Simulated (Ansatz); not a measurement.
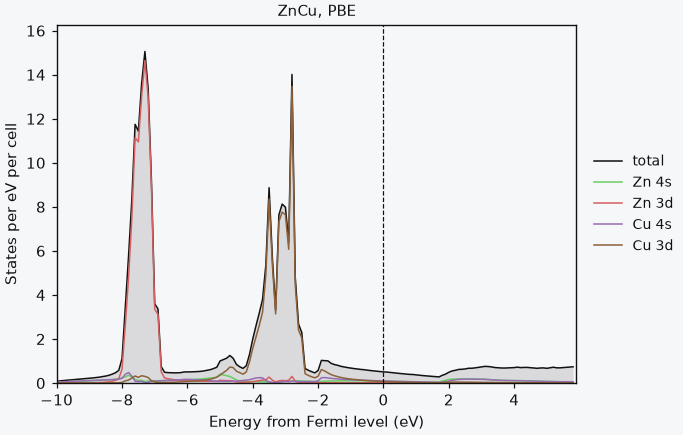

Density of states. Energies are counted from the Fermi level. The partial curves are projected on Löwdin-orthogonalised atomic shells; they sum to less than the total at higher energies, where shells without a projector contribute.

System: ZnCu, space group Pm-3m, 2 atoms in the cell.

Computed with Ansatz: DFT PBE, scalar-relativistic, plane waves, PAW, no spin polarisation, 14×14×14 k mesh, 420 eV cutoff, Gaussian smearing of 0.1 eV.

Q: What is the density of states at the Fermi level?

A: It is a metal. The density of states at the Fermi level is about 0.51 per eV and cell (mean within 0.25 eV), or 0.25 per atom.

Q: Where is the centre of the Zn 3d band?

A: Over the range shown, the centre of the Zn 3d weight lies 7.2 eV below the Fermi level, and the shell is essentially full.
